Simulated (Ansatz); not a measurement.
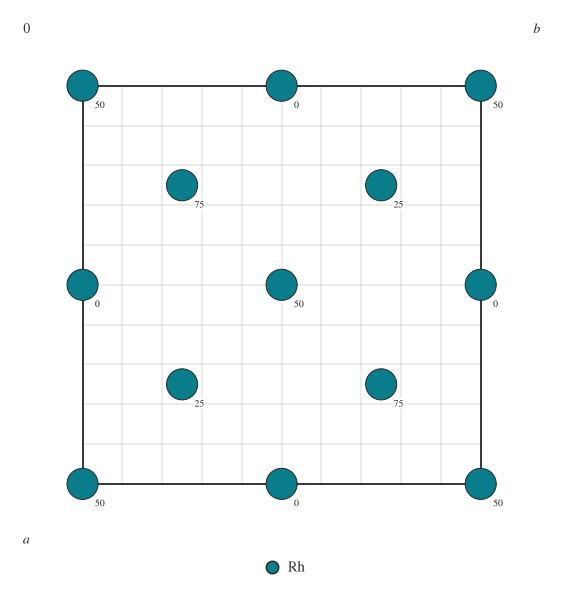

Plan of a unit cell projected along c (a down the page, b across); the numbers are heights in hundredths of c, and atoms on the cell's edges are repeated. The grid marks tenths of a and b. Source: coordinates from a relaxation with Ansatz, DFT, BLYP, plane waves (420 eV) with PAW, scalar-relativistic; the starting structure was generated, so it need not be a known form of this composition. Symmetry computed with spglib at a tolerance of 0.002 Å; standard conventional cell.

a = 5.616 Å, b = 5.616 Å, c = 5.616 Å, α = 90.00°, β = 90.00°, γ = 90.00°.

What does the cell contain?

Answer. 8 Rh: Rh, Z = 8.

Which space group?

Answer. Fd-3m, No. 227, origin choice 1, face-centred cubic.

Give the independent sites, coordinates to two places.

Answer.
```
atom  site  symmetry     x     y     z
  Rh    8b      -43m  0.75  0.75  0.75
```
